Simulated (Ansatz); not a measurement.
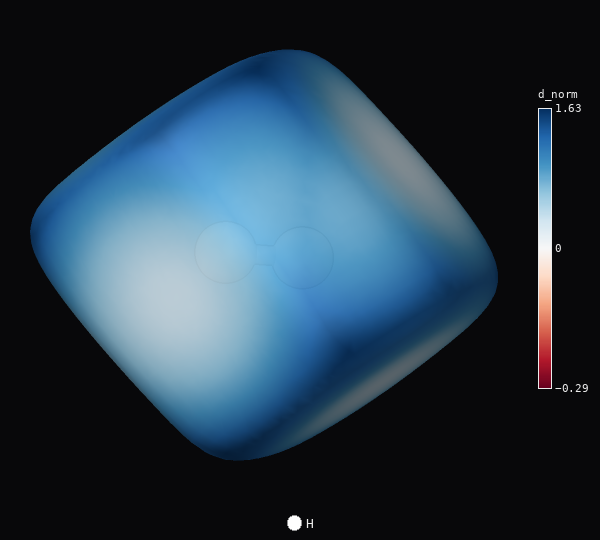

Hirshfeld surface computed for the H2 molecule in H (Cmcm, No. 63), coloured by d_norm.

The surface is where the fragment's share of the procrystal density (the sum of the densities of spherically averaged neutral Hartree-Fock atoms) equals one half. d_i and d_e are the distances from the surface to the nearest nucleus inside and outside; d_norm adds both, each measured against its van der Waals radius (Alvarez: H 1.20 Å), so red marks contacts shorter than the sum of radii, white equal and blue longer. X–H bonds are as in the structure, not normalised.

Source of the atomic positions: coordinates from a relaxation at fixed volume with Ansatz 0.2.0, DFT PBE, scalar-relativistic, plane waves, PAW.

```yaml
crystal:
  lattice:
    - [3.39975, 0.00000, 0.00000]
    - [0.00000, 5.45990, 0.00000]
    - [0.00000, 0.00000, 6.49523]
  atoms:
    - { symbol: H, position: [0.50000, 0.94364, 0.96697] }
    - { symbol: H, position: [0.50000, 0.05636, 0.03303] }
    - { symbol: H, position: [0.50000, 0.05636, 0.46697] }
    - { symbol: H, position: [0.50000, 0.94364, 0.53303] }
    - { symbol: H, position: [0.00000, 0.44364, 0.96697] }
    - { symbol: H, position: [0.00000, 0.55636, 0.03303] }
    - { symbol: H, position: [0.00000, 0.55636, 0.46697] }
    - { symbol: H, position: [0.00000, 0.44364, 0.53303] }
```

Which contact with the surroundings is the closest relative to the atoms' sizes?

Answer. H···H at 2.75 Å, 114 % of the sum of the van der Waals radii.

How is the surface shared among contacts (both directions of a pair summed)?

Answer. H···H 100 %.

Give the size and shape of the surface.

Answer. It encloses about 27.2 Å³, has an area of about 46 Å² and a globularity of 0.94 (1 for a sphere).
